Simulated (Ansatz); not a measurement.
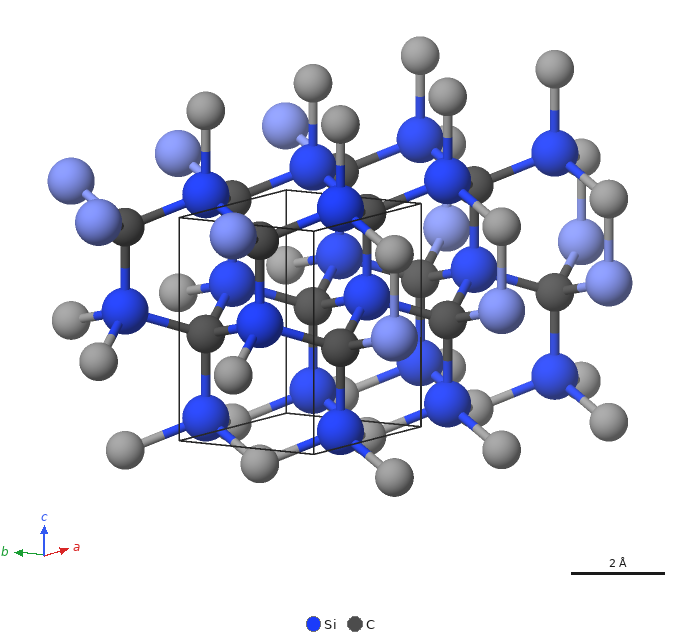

*The starting structure (ball-and-stick view of the cell of the calculation, repeated 3 × 2 × 1, seen at an oblique angle; neighbours outside the cell are drawn fainter). An atom can appear more than once, as a periodic image.*

Near neighbours in the periodic cell (some may lie outside the picture): Si has 4 C at 1.88 to 1.90 Å; C has 4 Si at 1.88 to 1.90 Å.

Run report: SiC, geometry relaxation

The run: geometry relaxation of SiC (P6₃mc, 4 atoms in the cell). Method and program: DFT r2SCAN, scalar-relativistic, plane waves, PAW, no spin polarisation (Ansatz 0.2.0).

The structure derives from a Materials Project entry.

### Log
```
Engine: ansatz 0.2.0, aarch64-unknown-linux-gnu
Pseudopotentials: kind: paw
Pseudopotential: Si, paw, valence charge 4, recommended cutoff 500 eV (meta_gga), Si.paw.azcp
Pseudopotential: C, paw, valence charge 4, recommended cutoff 500 eV (meta_gga), C.paw.azcp
Functional definition: r2SCAN
  parameter k0 = 0.174
  parameter k1 = 0.065
  parameter a1 = 4.9479
  exchange = r2scan_x(k0 = k0, k1 = k1, a1 = a1)
  correlation = r2scan_c
Crystal: 4 atoms, lattice volume = 41.275 Å³
Basis set: ecut = 500 eV, 1099 PW (Γ), exchange–correlation on 96×96×160 points (64 copies of the dense FFT grid, shifted against one another)
Bands: 12, of which v1, the nominal top of the filled ones, is band 8 counted from 1 (7 counted from 0)
Symmetry: 12 space group operations
Space group: P63mc (ITA 186), of the structure as read, at distance tolerance 3.5e-5 Å
k-points: 76 of 864 (time reversal used)
Non-local potential: Si, projectors of the file, l = 0: 2, l = 1: 2, l = 2: 2
Non-local potential: C, projectors of the file, l = 0: 2, l = 1: 2, l = 2: 1
PAW form: soft (Blöchl's): semilocal exchange-correlation on the pseudo side does not see the compensation charge
PAW frozen core: Si, regenerated for the run's functional (the file was generated under x = pbe(κ = 0.804, μ = 0.2195149727645171), c = pbe(β = 0.06672455060314922))
PAW frozen core: C, regenerated for the run's functional (the file was generated under x = pbe(κ = 0.804, μ = 0.2195149727645171), c = pbe(β = 0.06672455060314922))
PAW one-centre angular grid: Si, 302 points (default); XC on 160 Gauss nodes
PAW one-centre angular grid: C, 302 points (default); XC on 239 of its mesh's 2573 points in the sphere
Initial density: superposition of atomic densities (neutral atoms: chi_scale 0, normalization atom), corrected by the library's trained network
Initial wavefunctions: pseudopotential atomic-orbital guess
Functional: x = r2scan, c = r2scan; τ floored in thin density (d = 2e-4 eV/Å³)
SCF iter   1: F=—  HF=-1782.561649 eV  |F-HF|=—  |Δ(HF+E_count)|=         —  Δρ=5.86e-3  dr2=9.15e-3  dr2_τ=3.92e-1  ethr=1.77e-3  ⟨swp⟩=5.9  Hψ=6345  notcnv=0
preconditioner: auto → none  [insulator: Δε(μ)=2.617 eV  Ē_g=12.771 eV  σ=0.020 eV  W_gap=1.00  n_scr=2 (ndim 8)  ℏωp=23.1 eV  f_vac=0.000  D(μ)=0.00/eV (n_scr^D=0)  ε∞_Penn≈4.3]
SCF iter   2: F=—  HF=-1782.651781 eV  |F-HF|=—  |Δ(HF+E_count)|=   9.01e-2  Δρ=4.03e-3  dr2=3.59e-3  dr2_τ=6.57e-5  ethr=5.72e-5  ⟨swp⟩=3.0  Hψ=2689  notcnv=0
SCF iter   3: F=—  HF=-1782.651688 eV  |F-HF|=—  |Δ(HF+E_count)|=   9.30e-5  Δρ=1.26e-3  dr2=5.76e-4  dr2_τ=1.04e-5  ethr=2.25e-5  ⟨swp⟩=2.0  Hψ=1785  notcnv=0
SCF iter   4: F=—  HF=-1782.651737 eV  |F-HF|=—  |Δ(HF+E_count)|=   4.93e-5  Δρ=1.84e-4  dr2=9.25e-6  dr2_τ=2.69e-6  ethr=3.60e-6  ⟨swp⟩=2.0  Hψ=1526  notcnv=0
SCF iter   5: F=—  HF=-1782.651734 eV  |F-HF|=—  |Δ(HF+E_count)|=   2.94e-6  Δρ=6.26e-5  dr2=9.96e-7  dr2_τ=3.99e-8  ethr=5.78e-8  ⟨swp⟩=2.0  Hψ=1482  notcnv=0
SCF iter   6: F=-1782.651735 eV  HF=-1782.651735 eV  |F-HF|=1.25e-8  |Δ(HF+E_count)|=   3.56e-7  Δρ=1.88e-5  dr2=9.40e-8  dr2_τ=1.10e-9  ethr=6.25e-10  ⟨swp⟩=6.5  Hψ=5798  notcnv=0
SCF 1 converged in 6 iterations: F = -1782.651735 eV  dr2 = 9.40e-8
  greatest PAW one-centre occupation: 0.659 electrons in one spin orbital (limit 2), on the C atom at site 3 (counted from 0), in its partial waves of l = 0
relax step   1: F+E_penalty+E_count = -1782.65173478 eV  Δ(F+E_penalty+E_count) = +0.000e0 eV  max|allowed force component| = 2.710e-4 eV/Å  Δτ_max = 0.0000 Å  P = +0.406 GPa  Ω = 41.275 Å³  (6 SCF iters, dr2 threshold 1.00e-7 eV, accepted)
Crystal: 4 atoms, lattice volume = 41.315 Å³
Initial density: handed on by an earlier stage of this run
Initial wavefunctions: those handed on with the density
iter 1 solved again at ethr=1.80e-7 eV; its pass at ethr=3.10e-3 eV (dr2=2.88e-5 eV) is discarded
SCF iter   1: F=—  HF=-1782.651802 eV  |F-HF|=—  |Δ(HF+E_count)|=         —  Δρ=2.27e-4  dr2=2.69e-5  dr2_τ=7.50e-6  ethr=1.80e-7  ⟨swp⟩=1.0  Hψ=5778  notcnv=0
preconditioner: auto → none  [insulator: Δε(μ)=2.648 eV  Ē_g=12.756 eV  σ=0.020 eV  W_gap=1.00  n_scr=2 (ndim 8)  ℏωp=23.1 eV  f_vac=0.000  D(μ)=0.00/eV (n_scr^D=0)  ε∞_Penn≈4.3]
SCF iter   2: F=—  HF=-1782.651803 eV  |F-HF|=—  |Δ(HF+E_count)|=   5.25e-7  Δρ=4.83e-5  dr2=6.47e-7  dr2_τ=5.72e-7  ethr=1.68e-7  ⟨swp⟩=2.0  Hψ=1472  notcnv=0
SCF iter   3: F=-1782.651803 eV  HF=-1782.651803 eV  |F-HF|=3.22e-8  |Δ(HF+E_count)|=   2.63e-7  Δρ=2.22e-5  dr2=1.51e-7  dr2_τ=4.20e-9  ethr=2.50e-9  ⟨swp⟩=9.1  Hψ=6612  notcnv=0
SCF 2 converged in 3 iterations: F = -1782.651803 eV  dr2 = 1.51e-7
relax step   2: F+E_penalty+E_count = -1782.65180332 eV  Δ(F+E_penalty+E_count) = -6.854e-5 eV  max|allowed force component| = 2.073e-4 eV/Å  Δτ_max = 0.0000 Å  P = +0.183 GPa  Ω = 41.315 Å³  energy of the carried Pulay correction = -5.074e-6 eV  (3 SCF iters, dr2 threshold 4.00e-7 eV, accepted)
Crystal: 4 atoms, lattice volume = 41.348 Å³
iter 1 solved again at ethr=1.28e-7 eV; its pass at ethr=3.10e-3 eV (dr2=2.06e-5 eV) is discarded
SCF iter   1: F=—  HF=-1782.651817 eV  |F-HF|=—  |Δ(HF+E_count)|=         —  Δρ=1.90e-4  dr2=1.92e-5  dr2_τ=5.32e-6  ethr=1.28e-7  ⟨swp⟩=1.0  Hψ=5783  notcnv=0
preconditioner: auto → none  [insulator: Δε(μ)=2.649 eV  Ē_g=12.750 eV  σ=0.020 eV  W_gap=1.00  n_scr=2 (ndim 8)  ℏωp=23.1 eV  f_vac=0.000  D(μ)=0.00/eV (n_scr^D=0)  ε∞_Penn≈4.3]
SCF iter   2: F=—  HF=-1782.651818 eV  |F-HF|=—  |Δ(HF+E_count)|=   7.21e-7  Δρ=4.63e-5  dr2=6.48e-7  dr2_τ=3.91e-7  ethr=1.20e-7  ⟨swp⟩=2.0  Hψ=1469  notcnv=0
SCF iter   3: F=—  HF=-1782.651818 eV  |F-HF|=—  |Δ(HF+E_count)|=   1.97e-7  Δρ=2.04e-5  dr2=1.36e-7  dr2_τ=4.36e-9  ethr=5.59e-10  ⟨swp⟩=9.0  Hψ=6588  notcnv=0
SCF iter   4: F=-1782.651818 eV  HF=-1782.651818 eV  |F-HF|=8.11e-10  |Δ(HF+E_count)|=   3.33e-8  Δρ=2.54e-6  dr2=1.93e-9  dr2_τ=1.17e-10  ethr=5.59e-10  ⟨swp⟩=7.9  Hψ=5095  notcnv=0
SCF 3 converged in 4 iterations: F = -1782.651818 eV  dr2 = 1.93e-9
relax step   3: F+E_penalty+E_count = -1782.65181820 eV  Δ(F+E_penalty+E_count) = -1.488e-5 eV  max|allowed force component| = 9.396e-5 eV/Å  Δτ_max = 0.0000 Å  P = +0.000 GPa  Ω = 41.348 Å³  energy of the carried Pulay correction = -9.277e-6 eV  (4 SCF iters, dr2 threshold 8.94e-8 eV, accepted)
Initial wavefunctions: pseudopotential atomic-orbital guess (no wavefunctions were taken with the density)
iter 1 solved again at ethr=4.20e-8 eV; its pass at ethr=3.10e-3 eV (dr2=6.73e-6 eV) is discarded
SCF iter   1: F=—  HF=-1782.651826 eV  |F-HF|=—  |Δ(HF+E_count)|=         —  Δρ=3.30e-6  dr2=2.02e-9  dr2_τ=4.44e-10  ethr=4.20e-8  ⟨swp⟩=3.3  Hψ=9024  notcnv=0
preconditioner: auto → none  [insulator: Δε(μ)=2.652 eV  Ē_g=12.751 eV  σ=0.020 eV  W_gap=1.00  n_scr=2 (ndim 8)  ℏωp=23.1 eV  f_vac=0.000  D(μ)=0.00/eV (n_scr^D=0)  ε∞_Penn≈4.3]
SCF iter   2: F=—  HF=-1782.651828 eV  |F-HF|=—  |Δ(HF+E_count)|=   1.60e-6  Δρ=1.20e-6  dr2=1.59e-10  dr2_τ=2.39e-11  ethr=1.26e-11  ⟨swp⟩=2.9  Hψ=1758  notcnv=0
SCF iter   3: F=-1782.651828 eV  HF=-1782.651828 eV  |F-HF|=8.59e-11  |Δ(HF+E_count)|=  2.86e-10  Δρ=5.81e-7  dr2=3.22e-11  dr2_τ=1.04e-11  ethr=1.00e-12  ⟨swp⟩=6.9  Hψ=4994  notcnv=0
SCF 4 converged in 3 iterations: F = -1782.651828 eV  dr2 = 3.22e-11
relax step   4: F+E_penalty+E_count = -1782.65182804 eV  Δ(F+E_penalty+E_count) = -9.835e-6 eV  max|allowed force component| = 9.317e-5 eV/Å  Δτ_max = 0.0000 Å  P = +0.000 GPa  Ω = 41.348 Å³  stress off target by 1.14e-2 GPa  SCF on the basis re-selected at this cell (its energy is not comparable with the rows above)  (3 SCF iters)
```

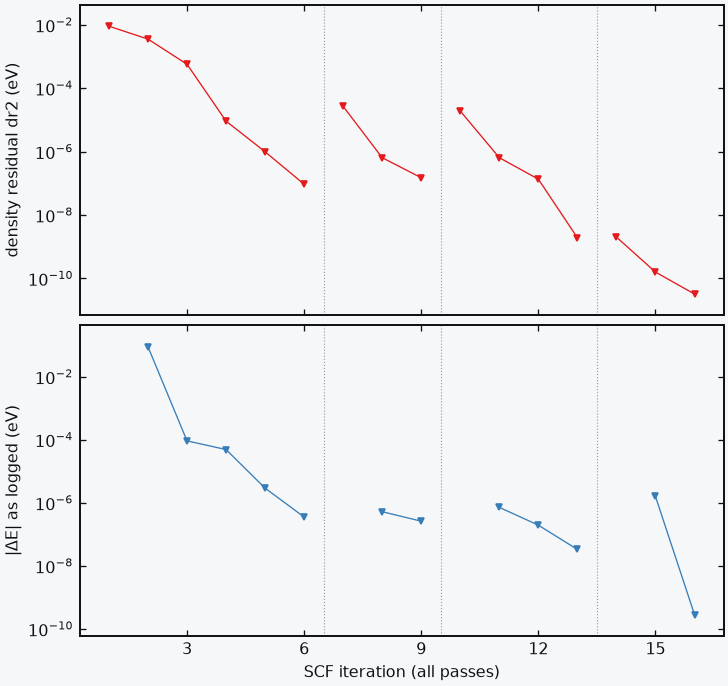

*Convergence of the self-consistent field: density residual dr2 and size of the energy change against the SCF iteration. The dotted lines part the SCF passes of the relaxation: geometry steps, rejected trials and re-solves on a re-selected basis.*

The passes take 6, 3, 4 and 3 iterations.

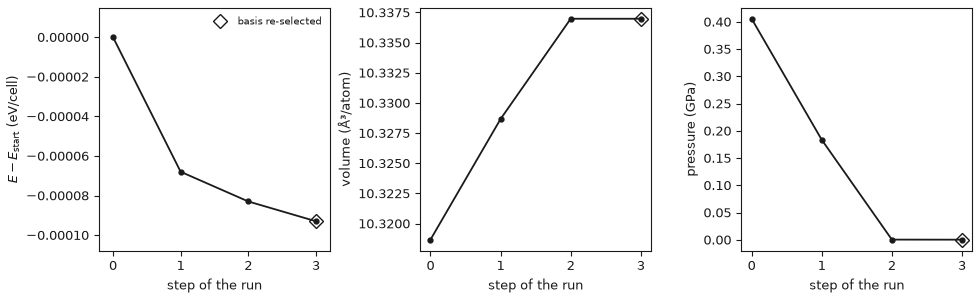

*Progress of the relaxation, step by step (the first geometry is step 0 here and step 1 in the log).*

The energy falls by 0.1 meV per cell of the calculation in 2 geometry steps. Largest force component: 0.00027 eV/Å at the start, under 0.0001 eV/Å at the end. The pressure goes from 0.41 to 0.00 GPa. No atom moves by more than 0.005 Å relative to the cell. The volume changes by +0.2 %, with a = b 3.074 → 3.075 Å (+0.1 %), c 5.045 → 5.048 Å (+0.1 %). The space group stays P6_3mc (No. 186). A last SCF at the same geometry on a re-selected plane-wave basis shifts the energy by next to nothing (0.0 meV per cell of the calculation). (Atoms are counted from 1 in the order of the input.)

```
basis re-selected at this cell: Δ(F+E_penalty+E_count) = -9.835e-6 eV, ΔP = -0.000 GPa vs the last step (what re-selecting the basis moved, of the pressure what is left beyond the Pulay correction that the steps carried, after the strain that the cell walked since its last selection, with what the two solves' SCF thresholds leave and, on support functions, any second-order correction that the steps lacked; it is no measure of the basis error at this ecutwfc). This SCF's stress stands 1.14e-2 GPa from its target on what of the cell is left free (relax.cell.stress_tol is 5.00e-2 GPa) and its largest allowed force component is 9.32e-5 eV/Å (relax.f_tol is 5.00e-3 eV/Å): within both
SCF converged after 3 iterations
Free energy (F): -1782.651828 eV
Harris-Foulkes:  -1782.651828 eV  (|F-HF|=8.59e-11)
Internal energy: -1782.651828 eV  (E = F + TS)
E sigma→0 (E₀):  -1782.651828 eV
Fermi energy:    10.851219 eV
--- Per-component energies (eV) ---
  E_band       = 51.172737
  E_kinetic    = 272.222389
  E_local      = -208.962968  (includes V_loc(G=0)·N_el)
  E_nonlocal   = 100.682424
  E_hartree    = 65.869342
  E_xc         = -202.782679
  E_vxc        = -237.377059  (∫ρ·V_xc dr)
  E_paw        = -1240.568587  (= ΣΔE_a)
  E_vpaw       = -18.273091  (= ΣTr[D̂ρ^β])
  E_aug_tail   = 0.000016  (compensation charges beyond the density's cutoff)
  E_vtau       = 11.142358  (kinetic-family band-sum trace: ∫τ·v_τ [+ j·A + Jᵃ·Aᵃ] dr)
  E_ewald      = -568.909351
  E_core_change = -0.202413  (= ΣΔE_core)
  E_smearing   = -0.000000  (= −TS)
  E_closure    = 0.000000  (closes the sum)
  Σ components = -1782.651828   (vs F -1782.651828, Δ=0.00e0)
--- Forces (eV/Å), atoms counted from 1 ---
  atom   1  Si    -0.00000000    -0.00000000    -0.00009503
  atom   2  Si     0.00000000     0.00000000    -0.00009503
  atom   3  C     -0.00000000    -0.00000000     0.00009130
  atom   4  C      0.00000000     0.00000000     0.00009130
  max |Σ_I F_I| component: 7.46e-6 eV/Å
--- Stress (GPa, compression-positive) ---
        0.006051      -0.000000      -0.000000
       -0.000000       0.006051       0.000000
       -0.000000       0.000000      -0.011399
  P = ⅓ Tr σ = 0.0002 GPa (0.002 kbar)
--- Band table (eV; the first three rows and the last of 76) ---
  k-point 0: bands = ["-6.8295", "-3.2023", "0.5324", "8.1429", "8.1429", "9.4123", "9.5254", "9.5254", "14.8910", "16.2740", "16.7163", "16.7163"]
  k-point 1: bands = ["-6.6888", "-3.7334", "1.2939", "8.2226", "8.2226", "8.6447", "9.4175", "9.4175", "15.0210", "16.7598", "16.7598", "16.8559"]
  k-point 2: bands = ["-6.2713", "-4.7009", "2.9374", "6.9134", "8.4484", "8.4484", "9.1354", "9.1354", "15.4036", "16.7718", "16.9649", "16.9649"]
  k-point 75: bands = ["-1.9750", "-1.9750", "1.5323", "1.5323", "3.6994", "3.6994", "7.7052", "7.7052", "15.1091", "15.1091", "16.0819", "16.0819"]
--- Relaxed structure (3 steps of the walk, 3 accepted, 1 SCFs on fresh bases) ---
  F+E_penalty+E_count = -1782.65182804 eV   max|allowed force component| = 9.317e-5 eV/Å   (the final SCF, on the basis selected at the relaxed cell)
  cell:  # Å, volume = 41.3479 Å³
    - [3.0752975757015886, 7.308078783253349e-33, -8.564154824125019e-35]
    - [-1.5376487878507943, 2.6632858247542734, 5.877925187105415e-20]
    - [-9.372178668876213e-34, 1.1141424737478183e-19, 5.04834099128483]
  atoms:
    - { symbol: Si, position: [0.3333333333333333, 0.6666666666666666, 0.4996013826090907] }
    - { symbol: Si, position: [0.6666666666666666, 0.3333333333333333, 0.9996013826090907] }
    - { symbol: C, position: [0.3333333333333333, 0.6666666666666666, 0.8753986173909093] }
    - { symbol: C, position: [0.6666666666666666, 0.3333333333333333, 0.37539861739090935] }
```

### Trajectory as extended XYZ (Å, eV, eV/Å), 4 frames, from step=1 to step=4
```
4
Lattice="3.0735 0.0000 0.0000 -1.5368 2.6617 0.0000 0.0000 0.0000 5.0452" Properties=species:S:1:pos:R:3:forces:R:3 step=1 energy=-1782.65173 pressure_GPa=0.41
Si    0.0000    1.7745    2.5206    0.0000   0.0000  -0.0003
Si    1.5368    0.8872    5.0432    0.0000   0.0000  -0.0003
C     0.0000    1.7745    4.4166    0.0000   0.0000   0.0003
C     1.5368    0.8872    1.8940    0.0000   0.0000   0.0003
4
Lattice="3.0745 0.0000 0.0000 -1.5373 2.6626 0.0000 0.0000 0.0000 5.0468" Properties=species:S:1:pos:R:3:forces:R:3 step=2 energy=-1782.65180 pressure_GPa=0.18
Si    0.0000    1.7751    2.5214    0.0000   0.0000   0.0002
Si    1.5373    0.8875    5.0448    0.0000   0.0000   0.0002
C     0.0000    1.7751    4.4180    0.0000   0.0000  -0.0002
C     1.5373    0.8875    1.8946    0.0000   0.0000  -0.0002
4
Lattice="3.0753 0.0000 0.0000 -1.5376 2.6633 0.0000 0.0000 0.0000 5.0483" Properties=species:S:1:pos:R:3:forces:R:3 step=3 energy=-1782.65182 pressure_GPa=0.00
Si    0.0000    1.7755    2.5222    0.0000   0.0000  -0.0001
Si    1.5376    0.8878    5.0463    0.0000   0.0000  -0.0001
C     0.0000    1.7755    4.4193    0.0000   0.0000   0.0001
C     1.5376    0.8878    1.8951    0.0000   0.0000   0.0001
4
Lattice="3.0753 0.0000 0.0000 -1.5376 2.6633 0.0000 0.0000 0.0000 5.0483" Properties=species:S:1:pos:R:3:forces:R:3 step=4 energy=-1782.65183 pressure_GPa=0.00
Si    0.0000    1.7755    2.5222    0.0000   0.0000  -0.0001
Si    1.5376    0.8878    5.0463    0.0000   0.0000  -0.0001
C     0.0000    1.7755    4.4193    0.0000   0.0000   0.0001
C     1.5376    0.8878    1.8951    0.0000   0.0000   0.0001
```

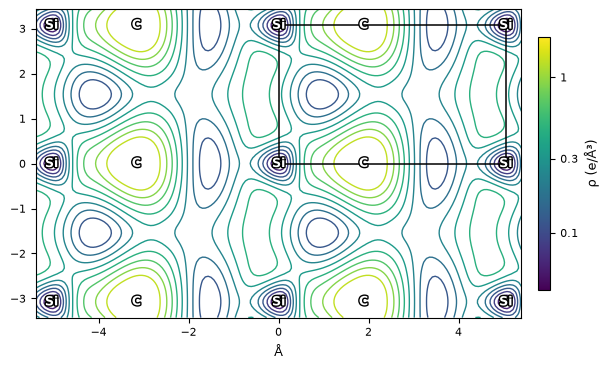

*Valence pseudo-density on the (11̄0) plane of the conventional cell.*

The section cuts through Si and C sites. Si–C (1.90 Å): the density is about 0.88 e/Å³ at the midpoint. Away from the nuclei the density in this plane falls to 0.09 e/Å³ at its lowest. Core electrons are frozen (PAW), so the fields are smoothed inside the atomic spheres.

This output came from the following input.

### The input
```yaml
crystal:
  lattice:
    - [3.0735139282, 0.0, 0.0]
    - [-1.5367569641, 2.6617411407, 0.0]
    - [0.0, 0.0, 5.04524771]
  atoms:
    - { symbol: Si, position: [0.33333333, 0.66666667, 0.4996024] }
    - { symbol: Si, position: [0.66666667, 0.33333333, 0.9996024] }
    - { symbol: C, position: [0.33333333, 0.66666667, 0.8753976] }
    - { symbol: C, position: [0.66666667, 0.33333333, 0.3753976] }
basis:
  ecutwfc: 500
kpoints:
  mp_grid: { grid: [12, 12, 6] }
hamiltonian:
  xc: r2scan
scf:
  occupations: { method: gaussian, width: 0.02 }
output:
  forces: true
  stress: true
  eigenvalues: true
  write_density: true
  write_potential: true
  elf: true
  volumetric_format: npy
relax:
  adjacent_minimum: "off"
  f_tol: 0.005
  max_steps: 80
  cell: { stress_tol: 0.05 }
```

Run as:
```bash
ansatz run input.yaml --threads 2 --pin off --max-ram 5120MiB --backend cpu --events-out ev --progress --plain --runs-dir out
```

### Summary

| quantity | value |
| --- | --- |
| outcome | converged |
| space group (tolerance 0.01 Å) | P6₃mc (186) |
| electrons treated | 16 |
| free energy | −1782.6518 eV |
| Fermi energy | 10.851 eV |
| gap on the k-point mesh | 2.65 eV |
| pressure | 0.00 GPa |
| final volume | 41.35 Å³ |
| largest force (length of the vector) at the end | under 0.001 eV/Å |
| final cell | a = 3.075 Å, b = 3.075 Å, c = 5.048 Å, α = 90.00°, β = 90.00°, γ = 120.00° |
| hardware | 2 threads of Arm Neoverse N1, 24 GiB of memory available, shared host |
| wall time | 33 s (CPU time 64 s) |
| peak memory | 0.46 GiB |
